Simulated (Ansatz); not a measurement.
```yaml
crystal:
  lattice:
    - [5.50109, 0.00000, 0.00000]
    - [0.00000, 0.00000, -5.50109]
    - [0.00000, 5.50109, 0.00000]
  atoms:
    - { symbol: Be, position: [0.50000, 0.50000, 0.00000] }
    - { symbol: Be, position: [0.00000, 0.50000, 0.50000] }
    - { symbol: Be, position: [0.00000, 0.00000, 0.00000] }
    - { symbol: Be, position: [0.50000, 0.00000, 0.50000] }
    - { symbol: Te, position: [0.75000, 0.75000, 0.25000] }
    - { symbol: Te, position: [0.25000, 0.75000, 0.75000] }
    - { symbol: Te, position: [0.25000, 0.25000, 0.25000] }
    - { symbol: Te, position: [0.75000, 0.25000, 0.75000] }
```

Space group F-43m.

Theory: DFT, LDA, PAW with Ansatz's default frozen-core files, scalar-relativistic; relaxation of cell and atoms in Ansatz.

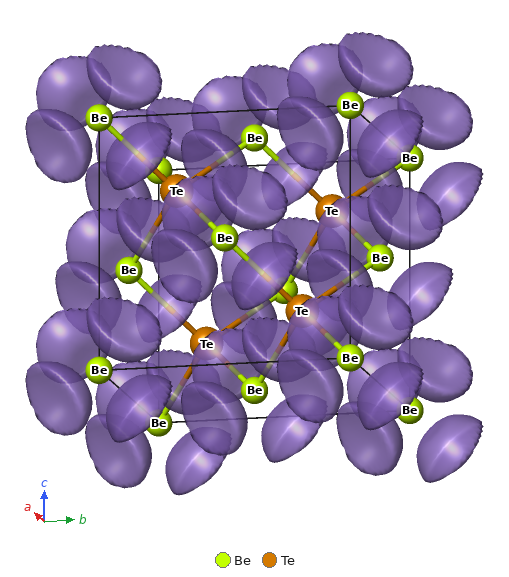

BeTe. Isosurface of the electron localisation function at 0.65 (purple), seen at an oblique angle. Core shells and regions of very low density are left out. Sticks mark near contacts.

> Describe the localisation domains.

The ELF exceeds this value in 16 regions between bonded Be–Te atoms (shared pairs), counted in one cell of 8 atoms. Regions shared between cells count once. Profiles from the grid: Be–Te (2.38 Å): the ELF peaks at about 0.90 between the atoms: a shared electron pair.
